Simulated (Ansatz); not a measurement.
# Calculations on Ga

## 1. Relaxation

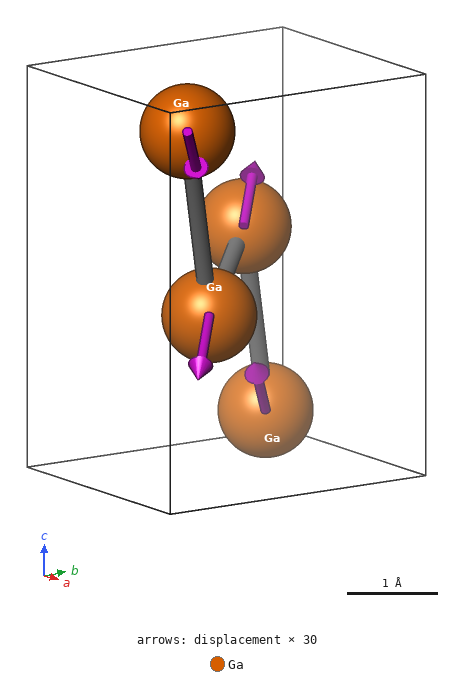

A relaxation of crystalline Ga (set up in Cmce). The starting structure is drawn; purple arrows show the displacements (the part carried along by the change of the cell is left out), magnified 30 times.

Style: ball-and-stick. Shown: the cell of the calculation, slightly off an axis.

These are results of DFT PBEsol, scalar-relativistic, plane waves, PAW in Ansatz, not measurements.

Input file:
```yaml
crystal:
  lattice:
    - [2.25535, -3.8224, 0.0]
    - [2.25535, 3.8224, 0.0]
    - [0.0, 0.0, 4.5167]
  atoms:
    - { symbol: Ga, position: [0.1525, 0.8475, 0.0785] }
    - { symbol: Ga, position: [0.6525, 0.3475, 0.4215] }
    - { symbol: Ga, position: [0.8475, 0.1525, 0.9215] }
    - { symbol: Ga, position: [0.3475, 0.6525, 0.5785] }
basis:
  ecutwfc: 420
kpoints:
  mp_grid: { grid: [12, 12, 10] }
hamiltonian:
  xc: pbesol
scf:
  occupations: { method: gaussian, width: 0.1 }
output:
  forces: true
  stress: true
  eigenvalues: true
relax:
  adjacent_minimum: "off"
  f_tol: 0.005
  max_steps: 80
  cell: { stress_tol: 0.05 }
```

### Describe the change and its energy.

Over 4 accepted moves (5 points after the start) the energy falls by 35.6 meV per cell of the calculation. Largest force component: 0.46 eV/Å at the start, 0.0047 eV/Å at the end. Pressure: −1.17 GPa at the start and 0.01 GPa at the end. The SCF was repeated once at an unchanged geometry on a basis and grid sized afresh for the cell, which shifted the energy by 0.4 meV per cell of the calculation at most. The largest moves relative to the cell, 0.034 Å, are those of Ga1, Ga2, Ga3 and Ga4. Ga2 goes along [2 −2 −3]. The volume changes by −2.1 %, with a = b 4.438 → 4.407 Å (−0.7 %), c 4.517 → 4.490 Å (−0.6 %), γ 118.9° → 119.1°. Near-neighbour distances that change, for instance: Ga1–Ga3 2.437 → 2.484 Å, Ga1–Ga2 2.736 → 2.690 Å, Ga1–Ga4 2.706 → 2.661 Å, Ga1–Ga3 (another image) 2.795 → 2.756 Å. The space group stays Cmce (No. 64). The run took about 3 core-minutes on a shared host.

## 2. Relaxation

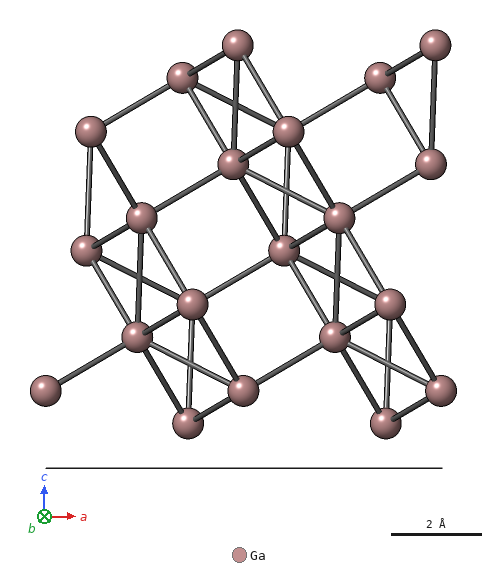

A slab of composition Ga (cut from the Cmce phase), before the relaxation. A ball-and-stick model of the 2 × 2 repeat of the cell, outlined in the plane, without the vacuum, seen along the b axis.

Case: (1 1 0) slab, atoms relaxed. The slab is the (1 1 0) face of Ga.

Level of theory: Ansatz, DFT PBEsol, scalar-relativistic, plane waves, PAW.

Input
```yaml
crystal:
  lattice:
    - [4.4074112312, 0.0, 0.0]
    - [0.0, 4.4897756759, 0.0]
    - [0.0, 0.0, 23.4303328873]
  atoms:
    - { symbol: Ga, position: [0.7173165734, 0.9167520199, 0.3200978849] }
    - { symbol: Ga, position: [0.9968745948, 0.4167520199, 0.3510387996] }
    - { symbol: Ga, position: [0.460154807, 0.5832479801, 0.4023137138] }
    - { symbol: Ga, position: [0.7397128284, 0.0832479801, 0.4332546285] }
    - { symbol: Ga, position: [0.2029930406, 0.9167520199, 0.4845295426] }
    - { symbol: Ga, position: [0.4825510621, 0.4167520199, 0.5154704574] }
    - { symbol: Ga, position: [0.9458312743, 0.5832479801, 0.5667453715] }
    - { symbol: Ga, position: [0.2253892957, 0.0832479801, 0.5976862862] }
    - { symbol: Ga, position: [0.6886695079, 0.9167520199, 0.6489612004] }
    - { symbol: Ga, position: [0.9682275293, 0.4167520199, 0.6799021151] }
basis:
  ecutwfc: 420
kpoints:
  mp_grid: { grid: [8, 8, 1] }
hamiltonian:
  xc: pbesol
scf:
  occupations: { method: gaussian, width: 0.1 }
output:
  forces: true
  eigenvalues: true
relax:
  adjacent_minimum: "off"
  f_tol: 0.02
  max_steps: 60
efield:
  axis: 3
  dipole_correction: true
```

Predict the outcome.

After 7 geometry steps the energy has fallen by 0.253 eV per cell of the calculation. Largest force component: 0.35 eV/Å at the start, 0.0058 eV/Å at the end. The largest moves relative to the layer's centre, 0.75 Å, are those of Ga1 and Ga10. Ga10 goes at 81° to the normal (−c side). The cell stays as it was. Some distances before and after: Ga1–Ga2 2.661 → 2.444 Å, Ga3–Ga6 2.756 → 2.894 Å, Ga1–Ga4 2.756 → 2.848 Å, Ga2–Ga3 2.756 → 2.839 Å. Bond angles that change, for instance: Ga9–Ga10–Ga9 115.0° → 132.6°, Ga8–Ga9–Ga10 105.0° → 88.4°, Ga8–Ga9–Ga10 87.1° → 100.6°. The run took of the order of 16 core-minutes on a shared host.

The end point in the same view:

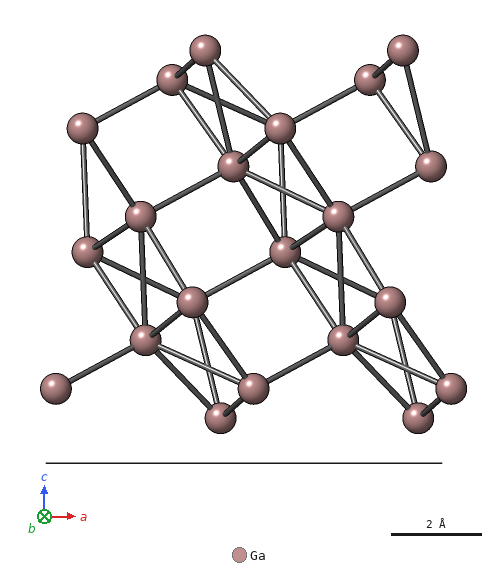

## 3. A change

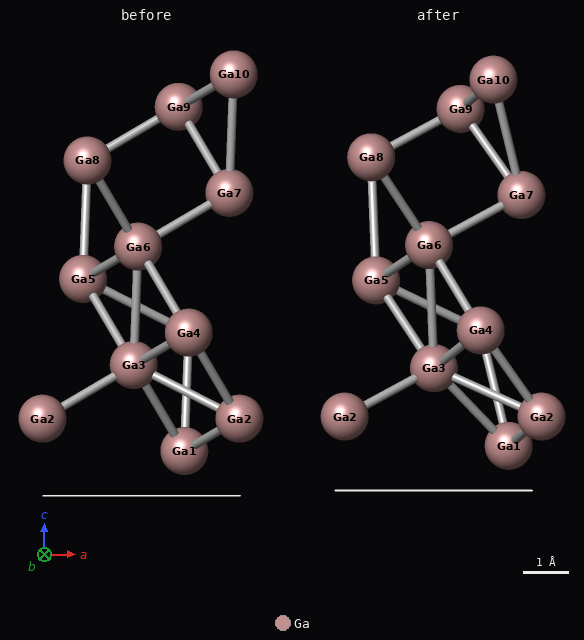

Left: a (1 1 0) slab of Ga as cut from the relaxed bulk. Right: the same structure after one change, at the same scale. A ball-and-stick model of the 1 × 2 repeat of the cell, outlined in the plane, without the vacuum, seen along the b axis.

Level of theory: Ansatz, DFT PBEsol, scalar-relativistic, plane waves, PAW. Settings: plane-wave cutoff 420 eV; occupations gaussian; smearing width 0.1 eV; no spin polarisation. The k-mesh is chosen for each cell (8×8×9, 8×8×1).

The atoms of the slab are relaxed at the bulk's in-plane cell.

And its effect?

Answer. The surface energy (mean of the two faces) falls from 0.97 to 0.87 J/m². The top spacing, between the Ga and Ga planes, goes from 0.72 to 0.66 Å (−9.6 %), the bottom one (Ga to Ga) from 0.72 to 0.66 Å (−9.6 %). The work function of the top face goes from 4.34 to 4.08 eV. The cell doesn't change. The largest moves relative to the layer's centre, 0.75 Å, are those of Ga1 and Ga10. Ga10 goes at 81° to the normal (−c side). Among the bonded contacts that change: Ga–Ga 2.661 → 2.444 to 2.659 Å, Ga–Ga 2.756 → 2.736 to 2.894 Å, Ga–Ga 2.690 → 2.625 to 2.721 Å, Ga–Ga 2.484 → 2.503 Å.
